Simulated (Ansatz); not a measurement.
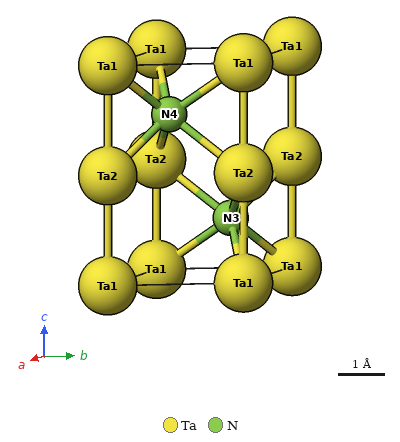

Fig. 1: The input geometry (ball-and-stick view of the cell of the calculation, seen slightly off an axis; atoms are numbered from 1 in the order of the input). An atom can appear more than once, as a periodic image. Near neighbours in the periodic cell (some may lie outside the picture): Ta has 6 N at 2.15 Å and 2 Ta at 2.46 Å; N has 6 Ta at 2.15 Å.

## Geometry relaxation, with input and output: TaN (part 1 of 2)

The run: geometry relaxation of TaN (P6₃/mmc, 4 atoms in the cell). Method and program: DFT PBEsol, scalar-relativistic, plane waves, PAW, no spin polarisation (Ansatz 0.2.0).

The structure derives from an entry of the Crystallography Open Database. Figures and captions count atoms from 1; the log counts them from 0 in places.

What the program printed:
```
Engine: ansatz 0.2.0, x86_64-unknown-linux-gnu
Pseudopotentials: kind: paw
Pseudopotential: Ta, paw, valence charge 13, recommended cutoff 420 eV (normal), Ta.paw.azcp
Pseudopotential: N, paw, valence charge 5, recommended cutoff 420 eV (normal), N.paw.azcp
Functional definition: PBEsol
  exchange = pbesol_x
  correlation = pbesol_c
Crystal: 4 atoms, lattice volume = 39.569 Å³
Basis set: ecut = 420 eV, 785 PW (Γ), exchange–correlation on 48×48×72 points (8 copies of the dense FFT grid, shifted against one another)
Bands: 22, of which v1, the nominal top of the filled ones, is band 18 counted from 1 (17 counted from 0)
Symmetry: 24 space group operations
Space group: P63/mmc (ITA 194), of the structure as read, at distance tolerance 3.4e-5 Å
k-points: 21 of 144
Non-local potential: Ta, projectors of the file, l = 0: 3, l = 1: 2, l = 2: 2, l = 3: 1
Non-local potential: N, projectors of the file, l = 0: 2, l = 1: 2, l = 2: 1
PAW form: soft (Blöchl's): semilocal exchange-correlation on the pseudo side does not see the compensation charge
PAW frozen core: Ta, regenerated for the run's functional, and the local potential with it (the file was generated under x = pbe(κ = 0.804, μ = 0.2195149727645171), c = pbe(β = 0.06672455060314922))
PAW frozen core: N, regenerated for the run's functional, and the local potential with it (the file was generated under x = pbe(κ = 0.804, μ = 0.2195149727645171), c = pbe(β = 0.06672455060314922))
PAW one-centre angular grid: Ta, 590 points (default); XC on 64 Gauss nodes
PAW one-centre angular grid: N, 110 points (default); XC on 64 Gauss nodes
Initial density: superposition of atomic densities (neutral atoms: chi_scale 0, normalization atom), corrected by the library's trained network
Initial wavefunctions: pseudopotential atomic-orbital guess
Functional: x = pbesol(κ = 0.804, μ = 0.12345679012345678), c = pbesol(β = 0.046)
SCF iter   1: F=—  HF=-20372.023251 eV  |F-HF|=—  |Δ(HF+E_count)|=         —  Δρ=2.14e-2  dr2=1.10e-1  ethr=1.77e-3  ⟨swp⟩=5.5  Hψ=4603  notcnv=0  defer=6
automatic band count: the SCF goes on with 26 bands, as 22 were too few: the levels above may hold too much charge
preconditioner: auto → Kerker (q_TF=auto, 2.686 Å⁻¹)  [metal: Δε(μ)=0.030 eV  Ē_g=11.824 eV  σ=0.100 eV  W_gap=0.17  n_scr=10 (ndim 8)  ℏωp=26.4 eV  f_vac=0.000  D(μ)=2.69/eV (n_scr^D=34)]
SCF iter   2: F=—  HF=-20372.000861 eV  |F-HF|=—  |Δ(HF+E_count)|=   2.24e-2  Δρ=1.11e-2  dr2=2.84e-2  ethr=3.05e-4  ⟨swp⟩=1.0  Hψ=716  notcnv=0  defer=9
SCF iter   3: F=—  HF=-20371.993256 eV  |F-HF|=—  |Δ(HF+E_count)|=   7.60e-3  Δρ=1.07e-3  dr2=1.98e-4  ethr=7.90e-5  ⟨swp⟩=2.1  Hψ=653  notcnv=0  defer=9
SCF iter   4: F=—  HF=-20371.993227 eV  |F-HF|=—  |Δ(HF+E_count)|=   2.98e-5  Δρ=1.23e-4  dr2=3.02e-6  ethr=5.49e-7  ⟨swp⟩=2.1  Hψ=816  notcnv=0  defer=9
SCF iter   5: F=—  HF=-20371.993252 eV  |F-HF|=—  |Δ(HF+E_count)|=   2.51e-5  Δρ=2.25e-5  dr2=1.23e-7  ethr=8.40e-9  ⟨swp⟩=2.0  Hψ=680  notcnv=0  defer=9
SCF iter   6: F=-20371.993252 eV  HF=-20371.993252 eV  |F-HF|=9.68e-10  |Δ(HF+E_count)|=   7.31e-9  Δρ=5.19e-6  dr2=9.19e-9  ethr=2.78e-10  ⟨swp⟩=9.0  Hψ=2230  notcnv=0
SCF 1 converged in 6 iterations: F = -20371.993252 eV  dr2 = 9.19e-9
  greatest PAW one-centre occupation: 1.000 electrons in one spin orbital (limit 2), on the Ta atom at site 1 (counted from 0), in its partial waves of l = 0
relax step   1: F+E_penalty+E_count = -20371.99325176 eV  Δ(F+E_penalty+E_count) = +0.000e0 eV  max|allowed force component| = 9.252e-17 eV/Å  Δτ_max = 0.0000 Å  P = +48.338 GPa  Ω = 39.569 Å³  (6 SCF iters, dr2 threshold 1.00e-7 eV, accepted)
Crystal: 4 atoms, lattice volume = 41.829 Å³
Basis set: ecut = 420 eV, 809 PW (Γ), exchange–correlation on 48×48×72 points (8 copies of the dense FFT grid, shifted against one another)
Bands: 26, of which v1, the nominal top of the filled ones, is band 18 counted from 1 (17 counted from 0)
Initial density: handed on by an earlier stage of this run
Initial wavefunctions: those handed on with the density
iter 1 solved again at ethr=3.06e-4 eV; its pass at ethr=3.10e-3 eV (dr2=1.10e-1 eV) is discarded
SCF iter   1: F=—  HF=-20373.036691 eV  |F-HF|=—  |Δ(HF+E_count)|=         —  Δρ=1.56e-2  dr2=1.13e-1  ethr=3.06e-4  ⟨swp⟩=1.2  Hψ=2919  notcnv=0
preconditioner: auto → Kerker (q_TF=auto, 2.661 Å⁻¹)  [metal: Δε(μ)=0.014 eV  Ē_g=11.338 eV  σ=0.100 eV  W_gap=0.08  n_scr=10 (ndim 8)  ℏωp=25.7 eV  f_vac=0.000  D(μ)=2.97/eV (n_scr^D=34)]
SCF iter   2: F=—  HF=-20373.011197 eV  |F-HF|=—  |Δ(HF+E_count)|=   2.55e-2  Δρ=7.87e-3  dr2=3.17e-2  ethr=3.06e-4  ⟨swp⟩=1.0  Hψ=546  notcnv=0
SCF iter   3: F=—  HF=-20372.999990 eV  |F-HF|=—  |Δ(HF+E_count)|=   1.12e-2  Δρ=1.32e-3  dr2=8.34e-4  ethr=8.81e-5  ⟨swp⟩=2.7  Hψ=806  notcnv=0
SCF iter   4: F=—  HF=-20372.999784 eV  |F-HF|=—  |Δ(HF+E_count)|=   2.06e-4  Δρ=3.06e-4  dr2=2.47e-5  ethr=2.32e-6  ⟨swp⟩=2.4  Hψ=785  notcnv=0
SCF iter   5: F=—  HF=-20372.999817 eV  |F-HF|=—  |Δ(HF+E_count)|=   3.33e-5  Δρ=4.56e-5  dr2=8.00e-7  ethr=6.87e-8  ⟨swp⟩=2.6  Hψ=768  notcnv=0
SCF iter   6: F=-20372.999817 eV  HF=-20372.999817 eV  |F-HF|=1.04e-8  |Δ(HF+E_count)|=   2.41e-8  Δρ=8.47e-6  dr2=3.16e-8  ethr=1.11e-9  ⟨swp⟩=5.4  Hψ=2110  notcnv=0
SCF 2 converged in 6 iterations: F = -20372.999817 eV  dr2 = 3.16e-8
relax step   2: F+E_penalty+E_count = -20372.99981683 eV  Δ(F+E_penalty+E_count) = -1.007e0 eV  max|allowed force component| = 4.441e-16 eV/Å  Δτ_max = 0.0000 Å  P = +17.725 GPa  Ω = 41.829 Å³  energy of the carried Pulay correction = -7.753e-3 eV  (6 SCF iters, dr2 threshold 4.00e-7 eV, accepted)
Crystal: 4 atoms, lattice volume = 42.523 Å³
Basis set: ecut = 420 eV, 835 PW (Γ), exchange–correlation on 48×48×72 points (8 copies of the dense FFT grid, shifted against one another)
iter 1 solved again at ethr=3.59e-4 eV; its pass at ethr=3.10e-3 eV (dr2=1.29e-1 eV) is discarded
SCF iter   1: F=—  HF=-20373.742192 eV  |F-HF|=—  |Δ(HF+E_count)|=         —  Δρ=1.61e-2  dr2=1.30e-1  ethr=3.59e-4  ⟨swp⟩=1.2  Hψ=3064  notcnv=0
preconditioner: auto → Kerker (q_TF=auto, 2.654 Å⁻¹)  [metal: Δε(μ)=0.053 eV  Ē_g=11.186 eV  σ=0.100 eV  W_gap=0.29  n_scr=10 (ndim 8)  ℏωp=25.5 eV  f_vac=0.000  D(μ)=2.11/eV (n_scr^D=22)]
SCF iter   2: F=—  HF=-20373.709880 eV  |F-HF|=—  |Δ(HF+E_count)|=   3.23e-2  Δρ=9.31e-3  dr2=4.63e-2  ethr=3.59e-4  ⟨swp⟩=1.0  Hψ=548  notcnv=0
SCF iter   3: F=—  HF=-20373.692057 eV  |F-HF|=—  |Δ(HF+E_count)|=   1.78e-2  Δρ=1.21e-3  dr2=3.88e-4  ethr=1.29e-4  ⟨swp⟩=3.0  Hψ=934  notcnv=0
SCF iter   4: F=—  HF=-20373.691972 eV  |F-HF|=—  |Δ(HF+E_count)|=   8.59e-5  Δρ=2.26e-4  dr2=1.47e-5  ethr=1.08e-6  ⟨swp⟩=2.1  Hψ=886  notcnv=0
iter 5 did not close the SCF: its close was put off for the readings that it lacked (scf_convergence_deferred on its scf_iter line)
SCF iter   5: F=-20373.691971 eV  HF=-20373.691971 eV  |F-HF|=6.68e-8  |Δ(HF+E_count)|=   2.74e-7  Δρ=3.57e-5  dr2=3.57e-7  ethr=4.09e-8  ⟨swp⟩=1.8  Hψ=663  notcnv=0
SCF iter   6: F=-20373.691971 eV  HF=-20373.691971 eV  |F-HF|=5.30e-9  |Δ(HF+E_count)|=   1.16e-7  Δρ=6.42e-6  dr2=1.97e-8  ethr=9.92e-10  ⟨swp⟩=2.3  Hψ=1826  notcnv=0
SCF 3 converged in 6 iterations: F = -20373.691971 eV  dr2 = 1.97e-8
relax step   3: F+E_penalty+E_count = -20373.69197139 eV  Δ(F+E_penalty+E_count) = -6.922e-1 eV  max|allowed force component| = 3.331e-16 eV/Å  Δτ_max = 0.0000 Å  P = +5.685 GPa  Ω = 42.523 Å³  energy of the carried Pulay correction = -9.964e-3 eV  (6 SCF iters, dr2 threshold 4.00e-7 eV, accepted)
Crystal: 4 atoms, lattice volume = 42.295 Å³
iter 1 solved again at ethr=2.70e-4 eV; its pass at ethr=3.10e-3 eV (dr2=9.72e-2 eV) is discarded
SCF iter   1: F=—  HF=-20374.302301 eV  |F-HF|=—  |Δ(HF+E_count)|=         —  Δρ=1.34e-2  dr2=9.77e-2  ethr=2.70e-4  ⟨swp⟩=1.2  Hψ=3155  notcnv=0
preconditioner: auto → none  [insulator: Δε(μ)=0.146 eV  Ē_g=11.220 eV  σ=0.100 eV  W_gap=0.69  n_scr=10 (ndim 8)  ℏωp=25.5 eV  f_vac=0.000  D(μ)=1.14/eV (n_scr^D=2)  ε∞_Penn≈6.2]
SCF iter   2: F=—  HF=-20374.262433 eV  |F-HF|=—  |Δ(HF+E_count)|=   3.99e-2  Δρ=3.02e-3  dr2=3.62e-3  ethr=2.70e-4  ⟨swp⟩=2.9  Hψ=969  notcnv=0
SCF iter   3: F=—  HF=-20374.261256 eV  |F-HF|=—  |Δ(HF+E_count)|=   1.18e-3  Δρ=6.57e-4  dr2=4.81e-5  ethr=1.01e-5  ⟨swp⟩=2.7  Hψ=878  notcnv=0
SCF iter   4: F=—  HF=-20374.261110 eV  |F-HF|=—  |Δ(HF+E_count)|=   1.46e-4  Δρ=5.35e-5  dr2=4.42e-7  ethr=1.34e-7  ⟨swp⟩=2.1  Hψ=852  notcnv=0
iter 5 did not close the SCF: its close was put off for the readings that it lacked (scf_convergence_deferred on its scf_iter line)
SCF iter   5: F=-20374.261110 eV  HF=-20374.261110 eV  |F-HF|=6.58e-10  |Δ(HF+E_count)|=   1.15e-7  Δρ=3.84e-6  dr2=3.15e-9  ethr=1.23e-9  ⟨swp⟩=2.8  Hψ=907  notcnv=0
SCF iter   6: F=-20374.261110 eV  HF=-20374.261110 eV  |F-HF|=5.09e-11  |Δ(HF+E_count)|=  2.40e-10  Δρ=6.93e-7  dr2=1.22e-10  ethr=8.75e-12  ⟨swp⟩=1.4  Hψ=1454  notcnv=0
SCF 4 converged in 6 iterations: F = -20374.261110 eV  dr2 = 1.22e-10
relax step   4: F+E_penalty+E_count = -20374.26111026 eV  Δ(F+E_penalty+E_count) = -5.691e-1 eV  max|allowed force component| = 3.840e-16 eV/Å  Δτ_max = 0.0000 Å  P = +2.184 GPa  Ω = 42.295 Å³  energy of the carried Pulay correction = -9.084e-3 eV  (6 SCF iters, dr2 threshold 4.00e-7 eV, accepted)
Crystal: 4 atoms, lattice volume = 41.786 Å³
Basis set: ecut = 420 eV, 799 PW (Γ), exchange–correlation on 48×48×72 points (8 copies of the dense FFT grid, shifted against one another)
iter 1 solved again at ethr=1.64e-4 eV; its pass at ethr=3.10e-3 eV (dr2=5.92e-2 eV) is discarded
SCF iter   1: F=—  HF=-20374.412635 eV  |F-HF|=—  |Δ(HF+E_count)|=         —  Δρ=1.08e-2  dr2=5.99e-2  ethr=1.64e-4  ⟨swp⟩=1.2  Hψ=3157  notcnv=0
preconditioner: auto → none  [insulator: Δε(μ)=0.212 eV  Ē_g=11.235 eV  σ=0.100 eV  W_gap=0.64  n_scr=10 (ndim 8)  ℏωp=25.7 eV  f_vac=0.000  D(μ)=1.68/eV (n_scr^D=10)  ε∞_Penn≈6.2]
SCF iter   2: F=—  HF=-20374.388630 eV  |F-HF|=—  |Δ(HF+E_count)|=   2.40e-2  Δρ=2.83e-3  dr2=2.73e-3  ethr=1.64e-4  ⟨swp⟩=2.7  Hψ=907  notcnv=0
SCF iter   3: F=—  HF=-20374.387801 eV  |F-HF|=—  |Δ(HF+E_count)|=   8.29e-4  Δρ=6.21e-4  dr2=3.82e-5  ethr=7.59e-6  ⟨swp⟩=2.7  Hψ=869  notcnv=0
SCF iter   4: F=—  HF=-20374.387403 eV  |F-HF|=—  |Δ(HF+E_count)|=   3.98e-4  Δρ=3.47e-5  dr2=1.29e-7  ethr=1.11e-9  ⟨swp⟩=4.7  Hψ=2706  notcnv=0
iter 5 did not close the SCF: its close was put off for the readings that it lacked (scf_convergence_deferred on its scf_iter line)
SCF iter   5: F=-20374.387403 eV  HF=-20374.387403 eV  |F-HF|=2.91e-11  |Δ(HF+E_count)|=   7.37e-8  Δρ=2.46e-6  dr2=9.99e-10  ethr=3.59e-10  ⟨swp⟩=2.0  Hψ=755  notcnv=0
SCF iter   6: F=-20374.387403 eV  HF=-20374.387403 eV  |F-HF|=7.28e-12  |Δ(HF+E_count)|=  1.38e-10  Δρ=2.50e-7  dr2=1.37e-11  ethr=2.78e-12  ⟨swp⟩=1.0  Hψ=1464  notcnv=0
SCF 5 converged in 6 iterations: F = -20374.387403 eV  dr2 = 1.37e-11
relax step   5: F+E_penalty+E_count = -20374.38740269 eV  Δ(F+E_penalty+E_count) = -1.263e-1 eV  max|allowed force component| = 5.736e-16 eV/Å  Δτ_max = 0.0000 Å  P = +2.858 GPa  Ω = 41.786 Å³  energy of the carried Pulay correction = -7.253e-3 eV  (6 SCF iters, dr2 threshold 4.00e-7 eV, accepted)
Crystal: 4 atoms, lattice volume = 42.079 Å³
iter 1 solved again at ethr=1.06e-5 eV; its pass at ethr=3.10e-3 eV (dr2=3.80e-3 eV) is discarded
SCF iter   1: F=—  HF=-20374.409690 eV  |F-HF|=—  |Δ(HF+E_count)|=         —  Δρ=2.81e-3  dr2=3.97e-3  ethr=1.06e-5  ⟨swp⟩=1.3  Hψ=2714  notcnv=0
preconditioner: auto → none  [insulator: Δε(μ)=0.098 eV  Ē_g=11.220 eV  σ=0.100 eV  W_gap=0.50  n_scr=10 (ndim 8)  ℏωp=25.6 eV  f_vac=0.000  D(μ)=1.77/eV (n_scr^D=22)  ε∞_Penn≈6.2]
SCF iter   2: F=—  HF=-20374.408077 eV  |F-HF|=—  |Δ(HF+E_count)|=   1.61e-3  Δρ=7.03e-4  dr2=1.56e-4  ethr=1.06e-5  ⟨swp⟩=2.8  Hψ=874  notcnv=0
SCF iter   3: F=—  HF=-20374.407667 eV  |F-HF|=—  |Δ(HF+E_count)|=   4.09e-4  Δρ=1.67e-4  dr2=2.66e-6  ethr=4.34e-7  ⟨swp⟩=2.9  Hψ=898  notcnv=0
iter 4 did not close the SCF: its close was put off for the readings that it lacked (scf_convergence_deferred on its scf_iter line)
SCF iter   4: F=-20374.407669 eV  HF=-20374.407669 eV  |F-HF|=6.95e-10  |Δ(HF+E_count)|=   1.94e-6  Δρ=5.07e-6  dr2=5.59e-9  ethr=7.39e-9  ⟨swp⟩=1.4  Hψ=623  notcnv=0
iter 5 did not close the SCF: its close was put off for the readings that it lacked (scf_convergence_deferred on its scf_iter line)
SCF iter   5: F=-20374.407669 eV  HF=-20374.407669 eV  |F-HF|=5.46e-11  |Δ(HF+E_count)|=  3.17e-10  Δρ=7.21e-7  dr2=1.10e-10  ethr=1.55e-11  ⟨swp⟩=2.1  Hψ=908  notcnv=0
SCF iter   6: F=-20374.407669 eV  HF=-20374.407669 eV  |F-HF|=1.09e-11  |Δ(HF+E_count)|=  1.09e-11  Δρ=1.13e-7  dr2=1.61e-12  ethr=1.00e-12  ⟨swp⟩=1.0  Hψ=1558  notcnv=0
SCF 6 converged in 6 iterations: F = -20374.407669 eV  dr2 = 1.61e-12
relax step   6: F+E_penalty+E_count = -20374.40766918 eV  Δ(F+E_penalty+E_count) = -2.027e-2 eV  max|allowed force component| = 3.377e-16 eV/Å  Δτ_max = 0.0000 Å  P = +1.089 GPa  Ω = 42.079 Å³  energy of the carried Pulay correction = -8.271e-3 eV  (6 SCF iters, dr2 threshold 4.00e-7 eV, accepted)
Crystal: 4 atoms, lattice volume = 42.188 Å³
iter 1 solved again at ethr=2.34e-7 eV; its pass at ethr=3.10e-3 eV (dr2=8.41e-5 eV) is discarded
SCF iter   1: F=—  HF=-20374.408126 eV  |F-HF|=—  |Δ(HF+E_count)|=         —  Δρ=4.30e-4  dr2=7.37e-5  ethr=2.34e-7  ⟨swp⟩=2.0  Hψ=2449  notcnv=0
preconditioner: auto → Kerker (q_TF=auto, 2.657 Å⁻¹)  [metal: Δε(μ)=0.094 eV  Ē_g=11.191 eV  σ=0.100 eV  W_gap=0.48  n_scr=10 (ndim 8)  ℏωp=25.6 eV  f_vac=0.000  D(μ)=1.73/eV (n_scr^D=10)]
SCF iter   2: F=—  HF=-20374.407742 eV  |F-HF|=—  |Δ(HF+E_count)|=   3.84e-4  Δρ=1.24e-4  dr2=6.71e-6  ethr=2.05e-7  ⟨swp⟩=2.0  Hψ=691  notcnv=0
SCF iter   3: F=—  HF=-20374.407740 eV  |F-HF|=—  |Δ(HF+E_count)|=   1.44e-6  Δρ=6.52e-5  dr2=2.03e-6  ethr=1.86e-8  ⟨swp⟩=1.8  Hψ=650  notcnv=0
SCF iter   4: F=-20374.407740 eV  HF=-20374.407740 eV  |F-HF|=5.92e-9  |Δ(HF+E_count)|=   6.73e-7  Δρ=1.17e-5  dr2=5.63e-8  ethr=1.11e-9  ⟨swp⟩=3.0  Hψ=2052  notcnv=0
SCF 7 converged in 4 iterations: F = -20374.407740 eV  dr2 = 5.63e-8
relax step   7: F+E_penalty+E_count = -20374.40773976 eV  Δ(F+E_penalty+E_count) = -7.058e-5 eV  max|allowed force component| = 3.331e-16 eV/Å  Δτ_max = 0.0000 Å  P = +0.097 GPa  Ω = 42.188 Å³  energy of the carried Pulay correction = -8.633e-3 eV  (4 SCF iters, dr2 threshold 4.00e-7 eV, accepted)
Basis set: ecut = 420 eV, 799 PW (Γ), exchange–correlation on 40×40×80 points (8 copies of the dense FFT grid, shifted against one another)
Initial wavefunctions: pseudopotential atomic-orbital guess (no wavefunctions were taken with the density)
iter 1 solved again at ethr=1.17e-6 eV; its pass at ethr=3.10e-3 eV (dr2=4.23e-4 eV) is discarded
SCF iter   1: F=—  HF=-20374.481676 eV  |F-HF|=—  |Δ(HF+E_count)|=         —  Δρ=2.44e-3  dr2=4.64e-4  ethr=1.17e-6  ⟨swp⟩=2.2  Hψ=3540  notcnv=0
preconditioner: auto → Kerker (q_TF=auto, 2.657 Å⁻¹)  [metal: Δε(μ)=0.091 eV  Ē_g=11.193 eV  σ=0.100 eV  W_gap=0.46  n_scr=10 (ndim 8)  ℏωp=25.6 eV  f_vac=0.000  D(μ)=1.76/eV (n_scr^D=22)]
SCF iter   2: F=—  HF=-20374.481930 eV  |F-HF|=—  |Δ(HF+E_count)|=   2.54e-4  Δρ=1.21e-3  dr2=7.39e-5  ethr=1.17e-6  ⟨swp⟩=2.0  Hψ=716  notcnv=0
SCF iter   3: F=—  HF=-20374.482081 eV  |F-HF|=—  |Δ(HF+E_count)|=   1.51e-4  Δρ=4.34e-4  dr2=9.49e-6  ethr=2.05e-7  ⟨swp⟩=1.2  Hψ=566  notcnv=0
SCF iter   4: F=—  HF=-20374.482106 eV  |F-HF|=—  |Δ(HF+E_count)|=   2.50e-5  Δρ=1.57e-5  dr2=6.79e-8  ethr=2.64e-8  ⟨swp⟩=2.2  Hψ=692  notcnv=0
SCF iter   5: F=—  HF=-20374.482100 eV  |F-HF|=—  |Δ(HF+E_count)|=   6.55e-6  Δρ=4.51e-6  dr2=1.07e-8  ethr=1.11e-11  ⟨swp⟩=5.6  Hψ=2095  notcnv=0
SCF iter   6: F=-20374.482100 eV  HF=-20374.482100 eV  |F-HF|=7.64e-11  |Δ(HF+E_count)|=   2.38e-9  Δρ=9.71e-7  dr2=3.05e-10  ethr=1.11e-11  ⟨swp⟩=4.0  Hψ=1600  notcnv=0
SCF 8 converged in 6 iterations: F = -20374.482100 eV  dr2 = 3.05e-10
relax step   8: F+E_penalty+E_count = -20374.48209952 eV  Δ(F+E_penalty+E_count) = -7.436e-2 eV  max|allowed force component| = 3.608e-16 eV/Å  Δτ_max = 0.0000 Å  P = +1.663 GPa  Ω = 42.188 Å³  stress off target by 4.32e0 GPa  SCF on the basis re-selected at this cell (its energy is not comparable with the rows above)  (6 SCF iters)
basis re-selected at this cell: Δ(F+E_penalty+E_count) = -7.436e-2 eV, ΔP = +1.566 GPa vs the last step (what re-selecting the basis moved, of the pressure what is left beyond the Pulay correction that the steps carried, after the strain that the cell walked since its last selection, with what the two solves' SCF thresholds leave and, on support functions, any second-order correction that the steps lacked; it is no measure of the basis error at this ecutwfc). The dense FFT grid was sized anew with the basis: this SCF ran on 20×20×40 points, the steps before it on 24×24×36, so part of this shift can come from that change (see relax.cell in the input reference). This SCF's stress stands 4.32e0 GPa from its target on what of the cell is left free (relax.cell.stress_tol is 5.00e-1 GPa) and its largest allowed force component is 3.61e-16 eV/Å (relax.f_tol is 5.00e-2 eV/Å): not within both, so this SCF does not close the relaxation
```
